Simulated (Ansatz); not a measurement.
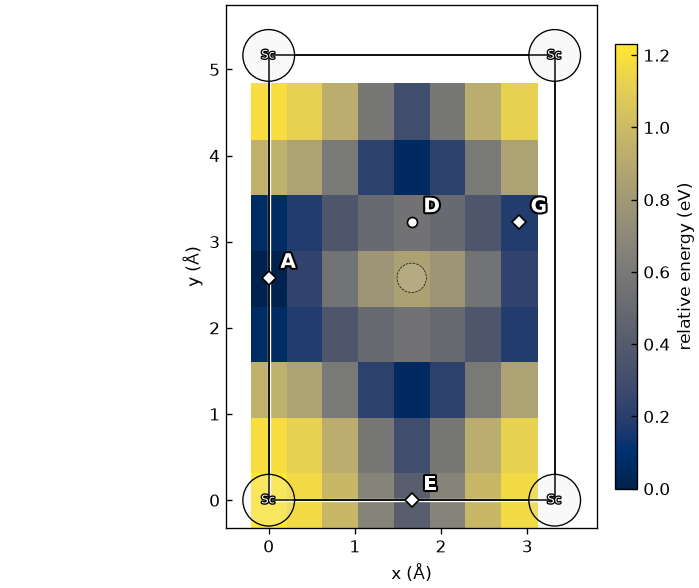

H on a Sc(100) slab cut from the P6_3/mmc phase, its upper half relaxed before the scan (8 atoms of substrate and one adsorbate in a 2 × 1 cell). H is moved over the surface cell; relaxed at each place: the height of the adsorbate's atoms; substrate rigid; the origin of the map has the adsorbate above Sc7. Places are given modulo a cell vector. The map is drawn in real space over the plane of the surface. The scan uses an 8 × 8 grid; 25 points were computed and 39 follow by symmetry. Places are given in fractions of the 1 × 1 surface cell. Energies: eV, counted from the lowest grid point. The relaxed height changes by up to 1.1 Å between neighbouring points. These are results of Ansatz 0.2.0, DFT PBE, scalar-relativistic, plane waves, PAW, not measurements. Settings: cutoff 420 eV, k-mesh 4×5×1, gaussian smearing 0.1 eV, no spin polarisation.

In the figure: one coloured cell a grid point, labelled circles for the atoms of the top layer and small ones for the second layer, the outline of one cell of the plane, lettered points.

### Is G the lowest point of the computed grid?

No. G lies 0.18 eV above the lowest grid point, which is at the trough between two rows of top atoms, (0/8, 4/8) of the cell vectors.

### Rank the lettered points by energy, lowest first.

A (0.00 eV), G (0.18 eV), E (0.42 eV), D (0.56 eV).
